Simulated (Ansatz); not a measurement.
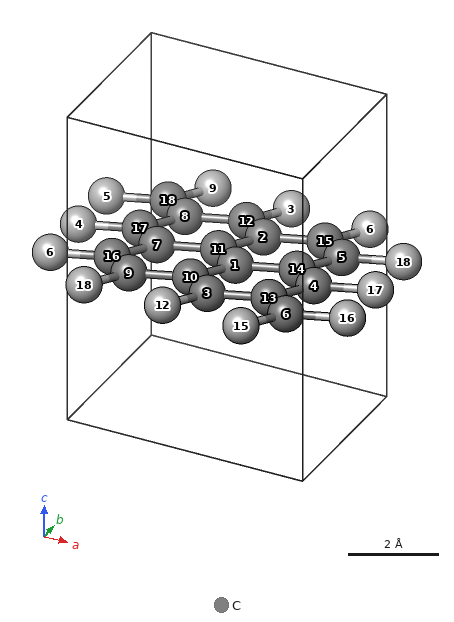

Figure 1. The starting structure (ball-and-stick view of the cell of the calculation, with the vacuum cut short, seen slightly off an axis; neighbours outside the cell are drawn fainter; atoms are numbered from 1 in the order of the input). An atom can appear more than once, as a periodic image. Near neighbours in the periodic cell (some may lie outside the picture): C has 3 C at 1.42 Å.

**C: geometry relaxation**

C (slab, 18 atoms in the cell), computed with DFT PBE+D3(BJ), scalar-relativistic, plane waves, PAW, no spin polarisation (Ansatz 0.2.0).

The structure derives from an entry of the Crystallography Open Database. The input holds or restrains some coordinates. Forces given for the steps count only the free coordinates. It belongs to a series of runs on one base structure; here: clean slab, lower planes held. Figures and captions count atoms from 1; the log counts them from 0 in places.

### Input file
```yaml
crystal:
  lattice:
    - [7.3951485247, 0.0, 0.0]
    - [-3.6975742623, 6.4043864871, 0.0]
    - [0.0, 0.0, 16.0016100066]
  atoms:
    - { symbol: C, position: [0.5555555556, 0.4444444444, 0.4999496924] }
    - { symbol: C, position: [0.5555555556, 0.7777777778, 0.4999496924] }
    - { symbol: C, position: [0.5555555556, 0.1111111111, 0.4999496924] }
    - { symbol: C, position: [0.8888888889, 0.4444444444, 0.4999496924] }
    - { symbol: C, position: [0.8888888889, 0.7777777778, 0.4999496924] }
    - { symbol: C, position: [0.8888888889, 0.1111111111, 0.4999496924] }
    - { symbol: C, position: [0.2222222222, 0.4444444444, 0.4999496924] }
    - { symbol: C, position: [0.2222222222, 0.7777777778, 0.4999496924] }
    - { symbol: C, position: [0.2222222222, 0.1111111111, 0.4999496924] }
    - { symbol: C, position: [0.4444444444, 0.2222222222, 0.5000503076] }
    - { symbol: C, position: [0.4444444444, 0.5555555556, 0.5000503076] }
    - { symbol: C, position: [0.4444444444, 0.8888888889, 0.5000503076] }
    - { symbol: C, position: [0.7777777778, 0.2222222222, 0.5000503076] }
    - { symbol: C, position: [0.7777777778, 0.5555555556, 0.5000503076] }
    - { symbol: C, position: [0.7777777778, 0.8888888889, 0.5000503076] }
    - { symbol: C, position: [0.1111111111, 0.2222222222, 0.5000503076] }
    - { symbol: C, position: [0.1111111111, 0.5555555556, 0.5000503076] }
    - { symbol: C, position: [0.1111111111, 0.8888888889, 0.5000503076] }
basis:
  ecutwfc: 420
kpoints:
  mp_grid: { grid: [3, 3, 1] }
hamiltonian:
  xc: pbe
  dispersion: d3bj
scf:
  occupations: { method: gaussian, width: 0.05 }
output:
  forces: true
  eigenvalues: true
relax:
  adjacent_minimum: "off"
  f_tol: 0.03
  max_steps: 70
  constraints: [{ sites: [0] }]
efield:
  axis: 3
  dipole_correction: true
  ramp_width: 0.04
```

Command:
```bash
ansatz run input.yaml --threads 2 --pin off --max-ram 5120MiB --backend cpu --events-out ev --progress --plain --runs-dir out
```

### What the program printed
```
Warning: crystal.symmetry: narrowed to the stabiliser of the relax constraints — unitary ops 54 → 6; lowered at sites 0, 1, 2, 3, 4, 5, 6, 7, 8 (the operations that carried what is held of a site onto what its image site leaves free; the constrained walk keeps no symmetry that its constraints do not admit)
Engine: ansatz 0.2.0, aarch64-unknown-linux-gnu
Pseudopotentials: kind: paw
Pseudopotential: C, paw, valence charge 4, recommended cutoff 420 eV (normal), C.paw.azcp
Functional definition: PBE
  parameter kappa = 0.804
  parameter beta = 0.06672455060314922
  exchange = pbe_x(kappa = kappa, mu = beta*pi^2/3)
  correlation = pbe_c(beta = beta)
Crystal: 18 atoms, lattice volume = 757.858 Å³
Basis set: ecut = 420 eV, 14861 PW (Γ), exchange–correlation on 100×100×216 points (8 copies of the dense FFT grid, shifted against one another)
Bands: 54, of which v1, the nominal top of the filled ones, is band 36 counted from 1 (35 counted from 0)
Symmetry: 6 space group operations
k-points: 3 of 9 (time reversal used)
Non-local potential: C, projectors of the file, l = 0: 2, l = 1: 2, l = 2: 1
PAW form: soft (Blöchl's): semilocal exchange-correlation on the pseudo side does not see the compensation charge
PAW one-centre angular grid: C, 110 points (default); XC on 64 Gauss nodes
Initial density: superposition of atomic densities (neutral atoms: chi_scale 0, normalization atom), corrected by the library's trained network
Initial wavefunctions: pseudopotential atomic-orbital guess
Functional: x = pbe(κ = 0.804, μ = 0.2195149727645171), c = pbe(β = 0.06672455060314922)
SCF iter   1: F=—  HF=-4518.423986 eV  |F-HF|=—  |Δ(HF+E_count)|=         —  Δρ=1.93e-3  dr2=2.50e-2  ethr=1.77e-3  p=0.000 e·Å  D=3.18e-14 V/Å  ΔV_dip=-0.00 eV  dr2_dipole=7.35e-12  V_vac-E_F(+/−)=4.35/4.35 eV  ⟨swp⟩=16.7  Hψ=1252  notcnv=0  defer=20
efield: sawtooth ramp at fractional position 0.9800 (placed from the atoms, in the widest stretch of the axis that holds none; the zero of the levels goes with the place), width 0.0400; the density the first Hamiltonian is built on has a dipole p = 0.000 e·Å; the dipole correction subtracts the counter field D = 3.18e-14 V/Å, which shifts the + side's vacuum level by -0.00 eV against the − side's; the planar-averaged density in the ramp window peaks in size at 2.3e-5 e/Å³
preconditioner: auto → LDOS  [metal: Δε(μ)=0.000 eV  Ē_g=14.029 eV  σ=0.050 eV  W_gap=0.00  n_scr=68 (ndim 8)  ℏωp=11.4 eV  f_vac=0.743  D(μ)=10.03/eV (n_scr^D=48)  β→1.0]
SCF iter   2: F=—  HF=-4518.420398 eV  |F-HF|=—  |Δ(HF+E_count)|=   3.59e-3  Δρ=4.06e-4  dr2=6.88e-4  ethr=3.48e-5  p=0.000 e·Å  D=2.43e-6 V/Å  ΔV_dip=-0.00 eV  dr2_dipole=1.21e-12  V_vac-E_F(+/−)=4.27/4.27 eV  ⟨swp⟩=4.0  Hψ=343  notcnv=0  defer=25
SCF iter   3: F=—  HF=-4518.422449 eV  |F-HF|=—  |Δ(HF+E_count)|=   2.05e-3  Δρ=9.00e-5  dr2=1.12e-4  ethr=9.56e-7  p=0.000 e·Å  D=1.09e-6 V/Å  ΔV_dip=-0.00 eV  dr2_dipole=1.43e-11  V_vac-E_F(+/−)=4.25/4.25 eV  ⟨swp⟩=2.7  Hψ=279  notcnv=0  defer=25
iter 4 did not close the SCF: its close was put off for the readings that it lacked (scf_convergence_deferred on its scf_iter line)
SCF iter   4: F=-4518.422529 eV  HF=-4518.422484 eV  |F-HF|=4.52e-5  |Δ(HF+E_count)|=   3.50e-5  Δρ=2.58e-5  dr2=5.92e-6  ethr=1.55e-7  p=-0.000 e·Å  D=-3.09e-7 V/Å  ΔV_dip=0.00 eV  dr2_dipole=6.07e-12  V_vac-E_F(+/−)=4.24/4.24 eV  ⟨swp⟩=2.7  Hψ=257  notcnv=0  defer=25
iter 5 did not close the SCF: its close was put off for the readings that it lacked (scf_convergence_deferred on its scf_iter line)
SCF iter   5: F=-4518.422530 eV  HF=-4518.422529 eV  |F-HF|=1.44e-6  |Δ(HF+E_count)|=   4.49e-5  Δρ=4.53e-6  dr2=1.58e-7  ethr=8.23e-9  p=-0.000 e·Å  D=-2.93e-8 V/Å  ΔV_dip=0.00 eV  dr2_dipole=3.13e-13  V_vac-E_F(+/−)=4.24/4.24 eV  ⟨swp⟩=2.0  Hψ=258  notcnv=0  defer=25
SCF iter   6: F=-4518.422530 eV  HF=-4518.422530 eV  |F-HF|=1.97e-7  |Δ(HF+E_count)|=   1.29e-6  Δρ=7.84e-7  dr2=3.05e-9  ethr=2.19e-10  p=-0.000 e·Å  D=-4.37e-8 V/Å  ΔV_dip=0.00 eV  dr2_dipole=3.06e-14  V_vac-E_F(+/−)=4.24/4.24 eV  ⟨swp⟩=21.7  Hψ=1001  notcnv=0
SCF 1 converged in 6 iterations: F = -4518.422530 eV  dr2 = 3.05e-9
  greatest PAW one-centre occupation: 0.672 electrons in one spin orbital (limit 2), on the C atom at site 7 (counted from 0), in its partial waves of l = 0
relax step   1: F+E_penalty+E_count = -4518.42253015 eV  Δ(F+E_penalty+E_count) = +0.000e0 eV  max|allowed force component| = 2.698e-2 eV/Å  Δτ_max = 0.0000 Å  (6 SCF iters, dr2 threshold 2.25e-5 eV, accepted)
Initial density: handed on by an earlier stage of this run
Initial wavefunctions: those handed on with the density
iter 1 solved again at ethr=3.94e-12 eV; its pass at ethr=3.10e-3 eV (dr2=2.83e-9 eV) is discarded
SCF iter   1: F=—  HF=-4518.422259 eV  |F-HF|=—  |Δ(HF+E_count)|=         —  Δρ=7.97e-7  dr2=2.83e-9  ethr=3.94e-12  p=-0.000 e·Å  D=-4.37e-8 V/Å  ΔV_dip=0.00 eV  dr2_dipole=2.49e-14  V_vac-E_F(+/−)=4.24/4.24 eV  ⟨swp⟩=2.0  Hψ=480  notcnv=0
efield: sawtooth ramp at fractional position 0.9800 (handed on by an earlier solve), width 0.0400; the density the first Hamiltonian is built on has a dipole p = -0.000 e·Å; the dipole correction subtracts the counter field D = -4.37e-8 V/Å, which shifts the + side's vacuum level by +0.00 eV against the − side's; the planar-averaged density in the ramp window peaks in size at 7.0e-8 e/Å³
preconditioner: auto → LDOS  [metal: Δε(μ)=0.000 eV  Ē_g=13.974 eV  σ=0.050 eV  W_gap=0.00  n_scr=68 (ndim 8)  ℏωp=11.4 eV  f_vac=0.753  D(μ)=10.03/eV (n_scr^D=48)  β→1.0]
SCF iter   2: F=—  HF=-4518.422530 eV  |F-HF|=—  |Δ(HF+E_count)|=   2.72e-4  Δρ=4.60e-7  dr2=1.05e-9  ethr=3.93e-12  p=-0.000 e·Å  D=-9.75e-9 V/Å  ΔV_dip=0.00 eV  dr2_dipole=6.46e-16  V_vac-E_F(+/−)=4.24/4.24 eV  ⟨swp⟩=9.0  Hψ=659  notcnv=0
SCF iter   3: F=-4518.422530 eV  HF=-4518.422530 eV  |F-HF|=1.19e-8  |Δ(HF+E_count)|=   1.71e-8  Δρ=1.77e-7  dr2=3.28e-10  ethr=1.46e-12  p=-0.000 e·Å  D=-4.69e-9 V/Å  ΔV_dip=0.00 eV  dr2_dipole=4.43e-16  V_vac-E_F(+/−)=4.24/4.24 eV  ⟨swp⟩=4.0  Hψ=579  notcnv=0
SCF 2 converged in 3 iterations: F = -4518.422530 eV  dr2 = 3.28e-10
  greatest PAW one-centre occupation: 0.672 electrons in one spin orbital (limit 2), on the C atom at site 15 (counted from 0), in its partial waves of l = 0
relax step   2: F+E_penalty+E_count = -4518.42253015 eV  Δ(F+E_penalty+E_count) = -1.131e-9 eV  max|allowed force component| = 2.698e-2 eV/Å  Δτ_max = 0.0000 Å  (3 SCF iters, accepted)
```

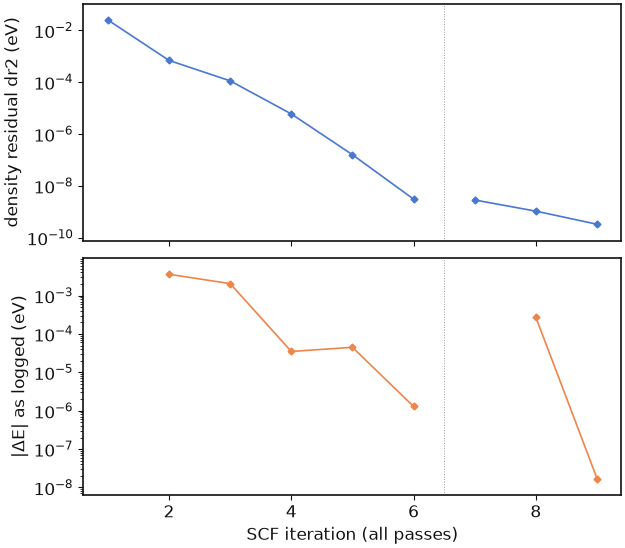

Figure 2. Convergence of the self-consistent field: density residual dr2 and size of the energy change against the SCF iteration. The dotted lines part the SCF passes of the relaxation: geometry steps, rejected trials and re-solves on a re-selected basis. The passes take 6 and 3 iterations.

```
SCF converged after 3 iterations
Free energy (F): -4518.422530 eV
Harris-Foulkes:  -4518.422530 eV  (|F-HF|=1.19e-8)
Internal energy: -4518.409993 eV  (E = F + TS)
E sigma→0 (E₀):  -4518.416261 eV
Entropy (-TS):   -0.012538 eV (-0.697 meV/atom)
Fermi energy:    -1.880096 eV
Dipole field:    D = 0.000000 V/Å  (p = 0.000000 e·Å, saw-weighted, corrected)
Work function:   Φ+ = 4.2410 eV   Φ− = 4.2410 eV
Levels:          The Fermi level and band energies are counted from a zero that moves with the ramp; work functions are not
--- Per-component energies (eV) ---
  E_band       = -794.348507
  E_kinetic    = 1635.514900
  E_local      = -22982.132266  (includes V_loc(G=0)·N_el)
  E_nonlocal   = 491.367668
  E_hartree    = 10626.140491
  E_xc         = -863.469992
  E_vxc        = -1068.908884  (∫ρ·V_xc dr)
  E_paw        = -1788.196799  (= ΣΔE_a)
  E_vpaw       = -122.470316  (= ΣTr[D̂ρ^β])
  E_aug_tail   = 0.000136  (compensation charges beyond the density's cutoff)
  E_efield     = 0.000000  (sawtooth field / dipole correction)
  E_vefield    = 0.000000  (∫n·V_field dr)
  E_ewald      = 8363.962603
  E_disp       = -1.596733  (pairwise vdW)
  E_smearing   = -0.012538  (= −TS)
  E_closure    = -0.000000  (closes the sum)
  Σ components = -4518.422530   (vs F -4518.422530, Δ=0.00e0)
--- Forces (eV/Å), atoms counted from 1 ---
  atom   1  C      0.00000000    -0.00000000     0.02698076
  atom   2  C      0.00000728     0.00000145     0.02698021
  atom   3  C      0.00000490     0.00000558     0.02698021
  atom   4  C     -0.00000238    -0.00000703     0.02698021
  atom   5  C     -0.00000728     0.00000145     0.02698021
  atom   6  C      0.00000000    -0.00000000     0.02698029
  atom   7  C      0.00000238    -0.00000703     0.02698021
  atom   8  C      0.00000000    -0.00000000     0.02697987
  atom   9  C     -0.00000490     0.00000558     0.02698021
  atom  10  C     -0.00000000    -0.00000189    -0.02698003
  atom  11  C     -0.00000163     0.00000094    -0.02698003
  atom  12  C      0.00000001     0.00000000    -0.02698052
  atom  13  C      0.00000238    -0.00000137    -0.02698026
  atom  14  C      0.00000163     0.00000094    -0.02698003
  atom  15  C      0.00000000     0.00000274    -0.02698026
  atom  16  C     -0.00000238    -0.00000137    -0.02698026
  atom  17  C      0.00000000    -0.00000001    -0.02698052
  atom  18  C     -0.00000001     0.00000000    -0.02698052
  max |Σ_I F_I| component: 2.86e-7 eV/Å
--- Band table (eV) ---
  k-point 0: bands = ["-21.4123", "-18.8287", "-18.8287", "-18.8287", "-18.8287", "-18.8287", "-18.8287", "-14.4894", "-14.4894", "-14.4894", "-14.4894", "-12.4577", "-12.4577", "-11.5255", "-11.5255", "-11.5255", "-11.5255", "-11.5255", "-11.5255", "-9.5090", "-7.6803", "-7.6803", "-7.6803", "-7.6803", "-7.6803", "-7.6803", "-6.5098", "-6.5098", "-6.5098", "-6.5098", "-6.5098", "-6.5098", "-4.9278", "-4.9278", "-1.8801", "-1.8801", "-1.8801", "-1.8801", "1.3677", "2.2281", "2.7122", "3.0302", "3.0302", "3.0302", "3.0302", "3.0302", "3.0302", "4.3013", "4.9163", "4.9163", "4.9163", "4.9163", "4.9163", "4.9163"]
  k-point 1: bands = ["-21.1210", "-20.2529", "-19.3950", "-19.3950", "-17.7200", "-17.7200", "-16.9251", "-16.1469", "-16.1469", "-14.2690", "-13.6825", "-13.6825", "-12.8116", "-12.8116", "-11.0437", "-11.0437", "-10.0526", "-10.0526", "-9.1607", "-8.9135", "-8.9135", "-8.5950", "-8.2452", "-8.1340", "-8.0313", "-8.0313", "-7.1372", "-7.1372", "-6.6581", "-6.0448", "-5.5012", "-5.3111", "-5.3111", "-4.6682", "-3.6824", "-3.6824", "-0.1685", "-0.1685", "0.3393", "1.4418", "1.4418", "1.7641", "2.6283", "2.9522", "3.1167", "3.8211", "4.1384", "4.1384", "4.2791", "4.2791", "4.3298", "4.6999", "5.0304", "5.0304"]
  k-point 2: bands = ["-20.5413", "-20.5413", "-20.5413", "-17.9952", "-17.9952", "-17.9952", "-15.9805", "-15.9805", "-15.9805", "-14.9520", "-14.9520", "-14.9520", "-11.5702", "-11.5702", "-11.5702", "-10.0438", "-10.0438", "-10.0438", "-9.2138", "-9.2138", "-9.2138", "-8.4724", "-8.4724", "-8.4724", "-7.6024", "-7.6024", "-7.6024", "-6.6465", "-6.6465", "-6.6465", "-5.5564", "-5.5564", "-5.5564", "-3.9771", "-3.9771", "-3.9771", "-0.2780", "-0.2780", "-0.2780", "2.0668", "2.0668", "2.0668", "2.5572", "2.5572", "2.5572", "3.4265", "3.4265", "3.4265", "3.9258", "3.9258", "3.9262", "5.4942", "5.4943", "5.4944"]
--- Relaxed structure (2 steps of the walk, 2 accepted, 0 SCFs on fresh bases) ---
  F+E_penalty+E_count = -4518.42253015 eV   max|allowed force component| = 2.698e-2 eV/Å
  atoms:
    - { symbol: C, position: [0.5555555555555556, 0.4444444444444445, 0.49994969240000003] }
    - { symbol: C, position: [0.5555555555555556, 0.7777777777777779, 0.49994969240000003] }
    - { symbol: C, position: [0.5555555555555557, 0.11111111111111116, 0.49994969240000003] }
    - { symbol: C, position: [0.888888888888889, 0.44444444444444453, 0.49994969240000003] }
    - { symbol: C, position: [0.8888888888888888, 0.777777777777778, 0.49994969240000003] }
    - { symbol: C, position: [0.888888888888889, 0.11111111111111115, 0.49994969240000003] }
    - { symbol: C, position: [0.22222222222222224, 0.44444444444444453, 0.49994969240000003] }
    - { symbol: C, position: [0.2222222222222222, 0.7777777777777778, 0.49994969240000003] }
    - { symbol: C, position: [0.22222222222222227, 0.11111111111111115, 0.49994969240000003] }
    - { symbol: C, position: [0.4444444444444445, 0.22222222222222227, 0.5000503076] }
    - { symbol: C, position: [0.4444444444444444, 0.5555555555555557, 0.5000503076] }
    - { symbol: C, position: [0.4444444444444445, 0.8888888888888891, 0.5000503076] }
    - { symbol: C, position: [0.7777777777777778, 0.22222222222222224, 0.5000503076] }
    - { symbol: C, position: [0.7777777777777779, 0.5555555555555557, 0.5000503076] }
    - { symbol: C, position: [0.7777777777777779, 0.8888888888888891, 0.5000503076] }
    - { symbol: C, position: [0.11111111111111113, 0.22222222222222227, 0.5000503076] }
    - { symbol: C, position: [0.11111111111111108, 0.5555555555555556, 0.5000503076] }
    - { symbol: C, position: [0.11111111111111116, 0.8888888888888891, 0.5000503076] }
```

### Trajectory as extended XYZ (Å, eV, eV/Å), 2 frames, from step=1 to step=2
```
18
Lattice="7.3951 0.0000 0.0000 -3.6976 6.4044 0.0000 0.0000 0.0000 16.0016" Properties=species:S:1:pos:R:3:forces:R:3 step=1 energy=-4518.42253
C     2.4651    2.8464    8.0000    0.0000   0.0000   0.0270
C     1.2325    4.9812    8.0000    0.0000   0.0000   0.0270
C     3.6976    0.7116    8.0000    0.0000   0.0000   0.0270
C     4.9301    2.8464    8.0000    0.0000   0.0000   0.0270
C     3.6976    4.9812    8.0000    0.0000   0.0000   0.0270
C     6.1626    0.7116    8.0000    0.0000   0.0000   0.0270
C     0.0000    2.8464    8.0000    0.0000   0.0000   0.0270
C    -1.2325    4.9812    8.0000    0.0000   0.0000   0.0270
C     1.2325    0.7116    8.0000    0.0000   0.0000   0.0270
C     2.4651    1.4232    8.0016    0.0000   0.0000  -0.0270
C     1.2325    3.5580    8.0016    0.0000   0.0000  -0.0270
C     0.0000    5.6928    8.0016    0.0000   0.0000  -0.0270
C     4.9301    1.4232    8.0016    0.0000   0.0000  -0.0270
C     3.6976    3.5580    8.0016    0.0000   0.0000  -0.0270
C     2.4651    5.6928    8.0016    0.0000   0.0000  -0.0270
C     0.0000    1.4232    8.0016    0.0000   0.0000  -0.0270
C    -1.2325    3.5580    8.0016    0.0000   0.0000  -0.0270
C    -2.4651    5.6928    8.0016    0.0000   0.0000  -0.0270
18
Lattice="7.3951 0.0000 0.0000 -3.6976 6.4044 0.0000 0.0000 0.0000 16.0016" Properties=species:S:1:pos:R:3:forces:R:3 step=2 energy=-4518.42253
C     2.4651    2.8464    8.0000    0.0000   0.0000   0.0270
C     1.2325    4.9812    8.0000    0.0000   0.0000   0.0270
C     3.6976    0.7116    8.0000    0.0000   0.0000   0.0270
C     4.9301    2.8464    8.0000    0.0000   0.0000   0.0270
C     3.6976    4.9812    8.0000    0.0000   0.0000   0.0270
C     6.1626    0.7116    8.0000    0.0000   0.0000   0.0270
C     0.0000    2.8464    8.0000    0.0000   0.0000   0.0270
C    -1.2325    4.9812    8.0000    0.0000   0.0000   0.0270
C     1.2325    0.7116    8.0000    0.0000   0.0000   0.0270
C     2.4651    1.4232    8.0016    0.0000   0.0000  -0.0270
C     1.2325    3.5580    8.0016    0.0000   0.0000  -0.0270
C     0.0000    5.6928    8.0016    0.0000   0.0000  -0.0270
C     4.9301    1.4232    8.0016    0.0000   0.0000  -0.0270
C     3.6976    3.5580    8.0016    0.0000   0.0000  -0.0270
C     2.4651    5.6928    8.0016    0.0000   0.0000  -0.0270
C     0.0000    1.4232    8.0016    0.0000   0.0000  -0.0270
C    -1.2325    3.5580    8.0016    0.0000   0.0000  -0.0270
C    -2.4651    5.6928    8.0016    0.0000   0.0000  -0.0270
```

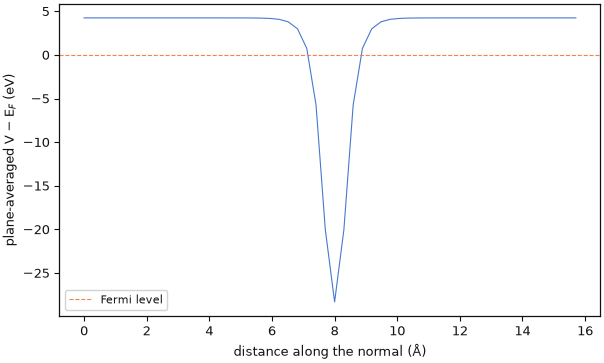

Figure 3. Plane average of the electrostatic potential energy of an electron across the cell, from the Fermi level. The vacuum level lies 4.24 eV above the Fermi level.

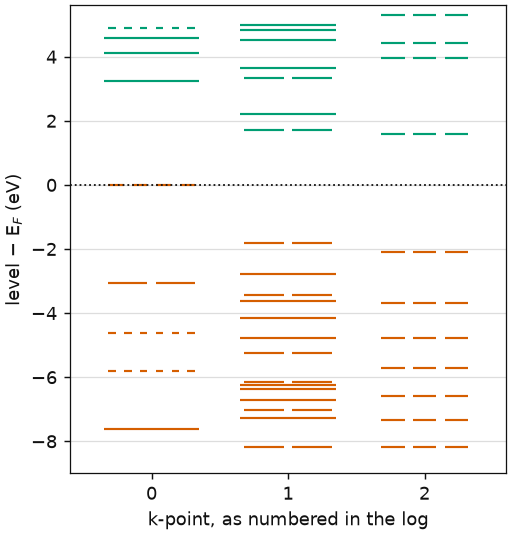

Figure 4. Kohn–Sham levels near the Fermi level (dotted) at the few k-points that the log prints; levels within 0.02 eV of each other stand side by side. The system is metallic on the full mesh.

### Results in brief

- outcome: converged under the restraints of the input
- electrons treated: 72
- free energy: −4518.4225 eV
- work function, top face: 4.24 eV
- work function, bottom face: 4.24 eV
- Fermi energy: −1.880 eV
- gap on the k-point mesh: none (metallic)
- final volume: 757.86 Å³
- work function (upper face): 4.24 eV
- largest force (length of the vector) at the end, held atoms and coordinates included: 0.027 eV/Å
- hardware: 2 threads of Arm Neoverse V1, 24 GiB of memory available, shared host
- wall time: 13 s (CPU time 26 s)
- peak memory: 0.8 GiB
